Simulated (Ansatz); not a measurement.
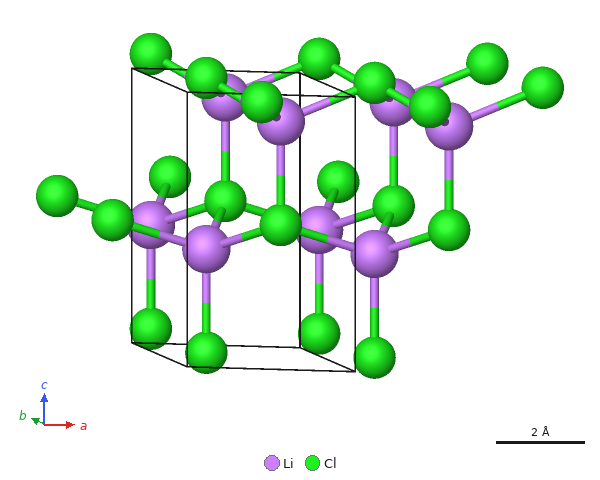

This is a symmetric starting cell of LiCl. A ball-and-stick model of the cell of the calculation, repeated 2 × 2 × 1 with one cell outlined, seen slightly off an axis.

Theory: DFT PBE, scalar-relativistic, plane waves, PAW (Ansatz 0.2.0). (plane-wave cutoff 420 eV; k-point mesh 9 × 9 × 4; occupations gaussian; smearing width 0.02 eV; no spin polarisation)

The variant: The cell is strained by +2.4 % along c and −6.6 % across it (volume −10.6 %) and atoms are displaced by 0.06 Å relative to the cell. No relaxation follows. The starting cell wasn't computed here and needn't be at equilibrium, so pressure and forces aren't due to the change alone.

### What is the effect?

The pressure is 3.0 GPa (not all of it need come from the change, since the unchanged cell can be under pressure at this level too). The principal stresses (compression positive) are 1.2 GPa along c and 3.9 GPa across it. The largest forces, 0.016 eV/Å, act on Li and Cl. Some distances before and after: Cl–Li 2.397 → 2.310 to 2.332 Å. The space group stays P6_3mc (No. 186).

The changed structure in the same view:

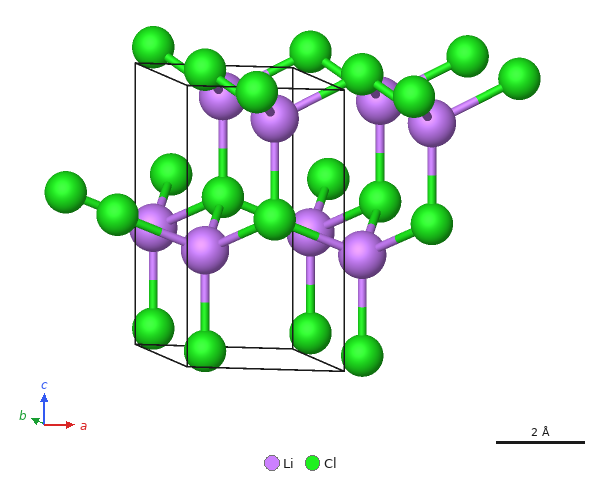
